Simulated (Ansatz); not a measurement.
**WSi₂: geometry relaxation (part 2 of 2)**

WSi₂ (6 atoms in the cell); DFT PBE, scalar-relativistic, plane waves, PAW, no spin polarisation (Ansatz 0.2.0); cutoff 420 eV, 6×6×6 k-mesh, Gaussian smearing of 0.1 eV. The structure was built on a prototype by a generator; it need not be a known phase. It belongs to a series of runs on one base structure; here: random cell with space group I4_1md (No. 109).

Geometry of the input (Å; fractional positions):
```
-3.3018  3.3018  2.2658
3.3018  -3.3018  2.2658
3.3018  3.3018  -2.2658
Si 0.6377  0.8211  0.1834
Si 0.6377  0.4544  0.8166
Si 0.5711  0.8877  0.6834
Si 0.2044  0.8877  0.3166
W  0.1581  0.1581  0.0000
W  0.9081  0.4081  0.5000
```

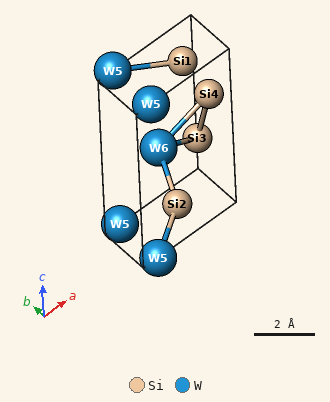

The geometry at step 2 of the log (ball-and-stick view of the reduced cell, seen slightly off an axis; atoms are numbered from 1 in the order of the input).

**Log, continued**
```
SCF iter   1: F=—  HF=-23310.040872 eV  |F-HF|=—  |Δ(HF+E_count)|=         —  Δρ=3.02e-5  dr2=2.08e-8  ethr=3.74e-7  ⟨swp⟩=3.1  Hψ=6037  notcnv=0
eigensolver tolerance schedule: the retry pair's looser diagonalisation over-reported the residual by 7919.24 of it (diagonalisation noise at 21.56 of the residual, at the tolerance the schedule requests for it); recorded, not acted on — ethr = c·dr2/N_el stays at c = 1.0e-1
preconditioner: auto → Kerker (q_TF=auto, 2.383 Å⁻¹)  [metal: Δε(μ)=0.053 eV  Ē_g=6.235 eV  σ=0.100 eV  W_gap=0.29  n_scr=16 (ndim 8)  ℏωp=19.7 eV  f_vac=0.000  D(μ)=1.67/eV (n_scr^D=12)]
SCF iter   2: F=—  HF=-23310.040857 eV  |F-HF|=—  |Δ(HF+E_count)|=   1.55e-5  Δρ=1.53e-5  dr2=5.56e-9  ethr=4.72e-11  ⟨swp⟩=3.9  Hψ=1993  notcnv=0
iter 3 did not close the SCF: its close was put off for the readings that it lacked (scf_convergence_deferred on its scf_iter line)
SCF iter   3: F=-23310.040857 eV  HF=-23310.040857 eV  |F-HF|=6.15e-10  |Δ(HF+E_count)|=   8.87e-7  Δρ=4.99e-7  dr2=3.69e-11  ethr=1.26e-11  ⟨swp⟩=1.0  Hψ=840  notcnv=0
iter 4 did not close the SCF: its close was put off for the readings that it lacked (scf_convergence_deferred on its scf_iter line)
SCF iter   4: F=-23310.040857 eV  HF=-23310.040857 eV  |F-HF|=7.28e-12  |Δ(HF+E_count)|=  6.33e-10  Δρ=1.38e-7  dr2=7.91e-12  ethr=1.00e-12  ⟨swp⟩=1.0  Hψ=840  notcnv=0
iter 5 did not close the SCF: its close was put off for the readings that it lacked (scf_convergence_deferred on its scf_iter line)
SCF iter   5: F=-23310.040857 eV  HF=-23310.040857 eV  |F-HF|=3.64e-12  |Δ(HF+E_count)|=  1.09e-11  Δρ=3.17e-8  dr2=6.65e-13  ethr=1.00e-12  ⟨swp⟩=1.0  Hψ=840  notcnv=0
iter 6 did not close the SCF: its close was put off for the readings that it lacked (scf_convergence_deferred on its scf_iter line)
SCF iter   6: F=-23310.040857 eV  HF=-23310.040857 eV  |F-HF|=3.64e-12  |Δ(HF+E_count)|=  7.28e-12  Δρ=4.06e-9  dr2=2.09e-14  ethr=1.00e-12  ⟨swp⟩=1.0  Hψ=840  notcnv=0
SCF iter   7: F=-23310.040857 eV  HF=-23310.040857 eV  |F-HF|=7.28e-12  |Δ(HF+E_count)|=  7.28e-12  Δρ=2.18e-9  dr2=2.53e-15  ethr=1.00e-12  ⟨swp⟩=1.1  Hψ=1836  notcnv=0
SCF 4 converged in 7 iterations: F = -23310.040857 eV  dr2 = 2.53e-15
relax step   4: F+E_penalty+E_count = -23310.04085748 eV  Δ(F+E_penalty+E_count) = -5.719e-5 eV  max|allowed force component| = 4.614e-3 eV/Å  Δτ_max = 0.0000 Å  P = -0.043 GPa  Ω = 98.990 Å³  stress off target by 5.72e-2 GPa  SCF on the basis re-selected at this cell (its energy is not comparable with the rows above)  (7 SCF iters)
basis re-selected at this cell: Δ(F+E_penalty+E_count) = -5.719e-5 eV, ΔP = +0.000 GPa vs the last step (what re-selecting the basis moved, of the pressure what is left beyond the Pulay correction that the steps carried, after the strain that the cell walked since its last selection, with what the two solves' SCF thresholds leave and, on support functions, any second-order correction that the steps lacked; it is no measure of the basis error at this ecutwfc). This SCF's stress stands 5.72e-2 GPa from its target on what of the cell is left free (relax.cell.stress_tol is 4.00e-1 GPa) and its largest allowed force component is 4.61e-3 eV/Å (relax.f_tol is 4.00e-2 eV/Å): within both
SCF converged after 7 iterations
Free energy (F): -23310.040857 eV
Harris-Foulkes:  -23310.040857 eV  (|F-HF|=7.28e-12)
Internal energy: -23310.032515 eV  (E = F + TS)
E sigma→0 (E₀):  -23310.036686 eV
Entropy (-TS):   -0.008342 eV (-1.390 meV/atom)
Fermi energy:    13.065528 eV
--- Per-component energies (eV) ---
  E_band       = -312.746304
  E_kinetic    = 1067.507161
  E_local      = -2261.984779  (includes V_loc(G=0)·N_el)
  E_nonlocal   = 106.291999
  E_hartree    = 851.452775
  E_xc         = -756.513249
  E_vxc        = -667.068280  (∫ρ·V_xc dr)
  E_paw        = -19176.082526  (= ΣΔE_a)
  E_vpaw       = -260.397875  (= ΣTr[D̂ρ^β])
  E_aug_tail   = -0.000080  (compensation charges beyond the density's cutoff)
  E_ewald      = -3140.703816
  E_smearing   = -0.008342  (= −TS)
  E_closure    = -0.000000  (closes the sum)
  Σ components = -23310.040857   (vs F -23310.040857, Δ=0.00e0)
--- Forces (eV/Å), atoms counted from 1 ---
  atom   1  Si     0.00133791     0.00000000    -0.00230723
  atom   2  Si    -0.00133791     0.00000000    -0.00230723
  atom   3  Si     0.00000000     0.00133791    -0.00230723
  atom   4  Si     0.00000000    -0.00133791    -0.00230723
  atom   5  W      0.00000000     0.00000000     0.00461444
  atom   6  W      0.00000000    -0.00000000     0.00461444
  max |Σ_I F_I| component: 5.67e-8 eV/Å
--- Stress (GPa, compression-positive) ---
       -0.035783      -0.000000       0.000000
       -0.000000      -0.035783       0.000000
        0.000000      -0.000000      -0.057159
  P = ⅓ Tr σ = -0.0429 GPa (-0.429 kbar)
--- Band table (eV; the first three rows and the last of 30) ---
  k-point 0: bands = ["-60.8948", "-60.8907", "-25.2252", "-25.2221", "-25.2221", "-25.2209", "-25.1572", "-25.1572", "0.0287", "4.2535", "6.0984", "6.0984", "7.6306", "8.8166", "8.8489", "8.8489", "9.0082", "10.8236", "11.0615", "11.3495", "11.3495", "12.8297", "12.8297", "13.6219", "13.9125", "15.3715", "15.7090", "15.9584"]
  k-point 1: bands = ["-60.8945", "-60.8910", "-25.2282", "-25.2266", "-25.2177", "-25.2111", "-25.1614", "-25.1602", "0.2059", "3.6471", "6.1755", "6.2777", "8.1862", "8.1995", "8.3408", "9.4846", "9.5581", "10.5811", "10.7883", "11.1497", "11.4381", "12.7456", "13.0845", "13.8983", "14.2534", "14.9290", "15.5618", "16.2707"]
  k-point 2: bands = ["-60.8938", "-60.8917", "-25.2311", "-25.2289", "-25.2070", "-25.1988", "-25.1721", "-25.1683", "0.7228", "2.5633", "6.3902", "6.6201", "7.5736", "7.7528", "9.5063", "9.7348", "9.8008", "10.3932", "10.5607", "11.1394", "11.3185", "12.7719", "13.6182", "14.0007", "14.3366", "14.9468", "15.5118", "16.2565"]
  k-point 29: bands = ["-60.8928", "-60.8928", "-25.2294", "-25.2294", "-25.2233", "-25.2233", "-25.1511", "-25.1511", "2.0796", "2.0796", "4.5582", "4.5582", "8.7933", "8.7933", "9.9077", "9.9077", "10.8496", "10.8496", "10.9294", "10.9294", "12.1929", "12.1929", "14.1807", "14.1807", "14.4464", "14.4464", "14.5748", "14.5748"]
--- Relaxed structure (3 steps of the walk, 3 accepted, 1 SCFs on fresh bases) ---
  F+E_penalty+E_count = -23310.04085748 eV   max|allowed force component| = 4.614e-3 eV/Å   (the final SCF, on the basis selected at the relaxed cell)
  cell:  # Å, volume = 98.9896 Å³
    - [-3.306105431100764, 3.306105431100764, 2.264103126925238]
    - [3.306105431100764, -3.306105431100764, 2.264103126925238]
    - [3.306105431100764, 3.306105431100764, -2.264103126925238]
  atoms:
    - { symbol: Si, position: [0.6376535857795739, 0.8221214752264993, 0.18446788944692544] }
    - { symbol: Si, position: [0.6376535857795738, 0.4531856963326484, 0.8155321105530746] }
    - { symbol: Si, position: [0.5721214752264989, 0.8876535857795737, 0.6844678894469253] }
    - { symbol: Si, position: [0.2031856963326482, 0.8876535857795737, 0.31553211055307445] }
    - { symbol: W, position: [0.15829400949085248, 0.15829400949085248, -1.0945511054984058e-20] }
    - { symbol: W, position: [0.9082940094908523, 0.40829400949085237, 0.49999999999999994] }
```

**Trajectory as extended XYZ (Å, eV, eV/Å), 4 frames, from step=1 to step=4**
```
6
Lattice="-3.3018 3.3018 2.2658 3.3018 -3.3018 2.2658 3.3018 3.3018 -2.2658" Properties=species:S:1:pos:R:3:forces:R:3 step=1 energy=-23310.03912 pressure_GPa=0.09
Si    1.2110    0.0000    2.8900    0.1140   0.0000   0.0172
Si    2.0908    3.3018    0.6242   -0.1140   0.0000   0.0172
Si    3.3018    1.2110    1.7571    0.0000   0.1140   0.0172
Si    3.3018   -1.2110    1.7571    0.0000  -0.1140   0.0172
W     0.0000    0.0000    0.7165    0.0000   0.0000  -0.0343
W     0.0000    3.3018    1.8493    0.0000   0.0000  -0.0343
6
Lattice="-3.3031 3.3031 2.2645 3.3031 -3.3031 2.2645 3.3031 3.3031 -2.2645" Properties=species:S:1:pos:R:3:forces:R:3 step=2 energy=-23310.04048 pressure_GPa=0.14
Si    1.2156    0.0000    2.8884    0.0423   0.0000  -0.0038
Si    2.0875    3.3031    0.6239   -0.0423   0.0000  -0.0038
Si    3.3031    1.2156    1.7561    0.0000   0.0423  -0.0038
Si    3.3031   -1.2156    1.7561    0.0000  -0.0423  -0.0038
W     0.0000    0.0000    0.7160    0.0000   0.0000   0.0075
W     0.0000    3.3031    1.8482    0.0000   0.0000   0.0075
6
Lattice="-3.3061 3.3061 2.2641 3.3061 -3.3061 2.2641 3.3061 3.3061 -2.2641" Properties=species:S:1:pos:R:3:forces:R:3 step=3 energy=-23310.04080 pressure_GPa=-0.04
Si    1.2197    0.0000    2.8874    0.0013   0.0000  -0.0023
Si    2.0864    3.3061    0.6233   -0.0013   0.0000  -0.0023
Si    3.3061    1.2197    1.7554    0.0000   0.0013  -0.0023
Si    3.3061   -1.2197    1.7554    0.0000  -0.0013  -0.0023
W     0.0000    0.0000    0.7168    0.0000   0.0000   0.0046
W     0.0000    3.3061    1.8488    0.0000   0.0000   0.0046
6
Lattice="-3.3061 3.3061 2.2641 3.3061 -3.3061 2.2641 3.3061 3.3061 -2.2641" Properties=species:S:1:pos:R:3:forces:R:3 step=4 energy=-23310.04086 pressure_GPa=-0.04
Si    1.2197    0.0000    2.8874    0.0013   0.0000  -0.0023
Si    2.0864    3.3061    0.6233   -0.0013   0.0000  -0.0023
Si    3.3061    1.2197    1.7554    0.0000   0.0013  -0.0023
Si    3.3061   -1.2197    1.7554    0.0000  -0.0013  -0.0023
W     0.0000    0.0000    0.7168    0.0000   0.0000   0.0046
W     0.0000    3.3061    1.8488    0.0000   0.0000   0.0046
```

**Summary**

| quantity | value |
| --- | --- |
| outcome | converged |
| space group (tolerance 0.01 Å) | I4₁md (109) |
| electrons treated | 44 |
| free energy | −23310.0409 eV |
| Fermi energy | 13.066 eV |
| gap on the k-point mesh | none (metallic) |
| pressure | −0.04 GPa |
| final volume | 98.99 Å³ |
| largest force (length of the vector) at the end | 0.005 eV/Å |
| final cell | a = 5.195 Å, b = 5.195 Å, c = 5.195 Å, α = 100.95°, β = 100.95°, γ = 128.32° |
| hardware | 1 thread of Intel Xeon @ 2.50GHz (Skylake/Cascade Lake), 256 GiB of memory available, shared host |
| wall time | 58 s |
| peak memory | 0.42 GiB |

**Notes**

Spin–orbit coupling is left out, which matters for W.
